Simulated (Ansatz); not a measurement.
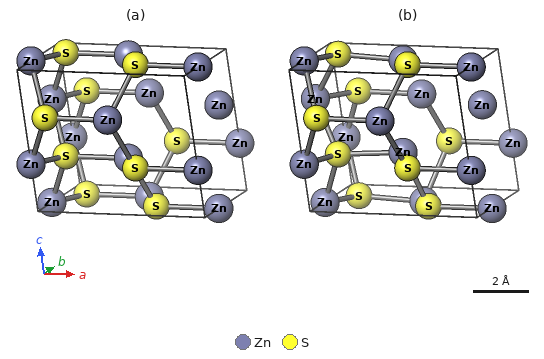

The structure of a defect cell of composition Zn$_{6}$S$_{5}$ before (left) and after (right) a relaxation, at one scale.

Style: ball-and-stick. Shown: the cell of the calculation, slightly off an axis.

Case: S vacancy (site b), charge +0, atoms relaxed at the host's cell.

Level of theory: Ansatz 0.2.0, DFT PBE, scalar-relativistic, plane waves, PAW.

Input file:
```yaml
crystal:
  lattice:
    - [0.0, 0.0, -6.3046430411]
    - [-5.7661004008, -3.3290596185, 0.0]
    - [1.0e-10, 6.6581192371, 0.0]
  atoms:
    - { symbol: Zn, position: [0.9997333264, 0.6666666667, 0.6666666667] }
    - { symbol: Zn, position: [0.9997333264, 1.0, 0.3333333333] }
    - { symbol: Zn, position: [0.9997333264, 0.3333333333, 1.0] }
    - { symbol: Zn, position: [0.4997333264, 0.3333333333, 0.3333333333] }
    - { symbol: Zn, position: [0.4997333264, 0.6666666667, 1.0] }
    - { symbol: Zn, position: [0.4997333264, 1.0, 0.6666666667] }
    - { symbol: S, position: [0.6252666736, 1.0, 0.3333333333] }
    - { symbol: S, position: [0.6252666736, 0.3333333333, 1.0] }
    - { symbol: S, position: [0.1252666736, 0.3333333333, 0.3333333333] }
    - { symbol: S, position: [0.1252666736, 0.6666666667, 1.0] }
    - { symbol: S, position: [0.1252666736, 1.0, 0.6666666667] }
  host:
    lattice:
      - [3.8440669338, 0.0, 0.0]
      - [-1.9220334669, 3.3290596186, 0.0]
      - [0.0, 0.0, 6.3046430411]
    atoms:
      - { symbol: Zn, position: [0.3333333333, 0.6666666667, 0.0002666736] }
      - { symbol: Zn, position: [0.6666666667, 0.3333333333, 0.5002666736] }
      - { symbol: S, position: [0.3333333333, 0.6666666667, 0.3747333264] }
      - { symbol: S, position: [0.6666666667, 0.3333333333, 0.8747333264] }
basis:
  ecutwfc: 420
  xc_grid: 2
kpoints:
  mp_grid: { grid: [2, 2, 2], shift: [0.0, 0.0, 0.0] }
hamiltonian:
  xc: pbe
scf:
  occupations: { method: gaussian, width: 0.01 }
output:
  forces: true
  stress: false
  eigenvalues: true
  charged_corrections:
    defect_position: [0.62526667, 0.66666667, 0.66666667]
    epsilon: [[9.0014, 0.0, 0.0], [0.0, 9.0014, 0.0], [0.0, 0.0, 9.607]]
relax:
  adjacent_minimum: "off"
  f_tol: 0.025
  max_steps: 45
```

Launched with:
```bash
ansatz run input.yaml --threads 4 --pin off --max-ram 10240MiB --backend cpu --events-out ev --progress --plain --runs-dir out
```

**What changed between the two?**

The atom that moves furthest is Zn1 (0.32 Å along −a). By element the largest moves are Zn 0.32 Å, S 0.07 Å. The cell doesn't change. Among the contacts that change: Zn4–S7 2.356 → 2.455 Å, Zn4–S9 2.361 → 2.435 Å, Zn1–S10 2.356 → 2.417 Å, Zn2–S7 2.361 → 2.400 Å. Bond angles that change, for instance: S9–Zn1–S10 109.3° → 100.5°, S7–Zn5–S8 109.3° → 103.1°, S7–Zn5–S10 109.6° → 105.1°. Over 4 geometry steps the energy falls by 0.297 eV per cell of the calculation. Largest force component: 0.52 eV/Å at the start, 0.018 eV/Å at the end. Cost: 6.1 s on 4 threads of Arm Neoverse V1, with other jobs on the host, peak memory 0.58 GiB.

Limits of the set-up: the periodic images lie only 6.3 Å apart, so the values are limited by the cell's size.
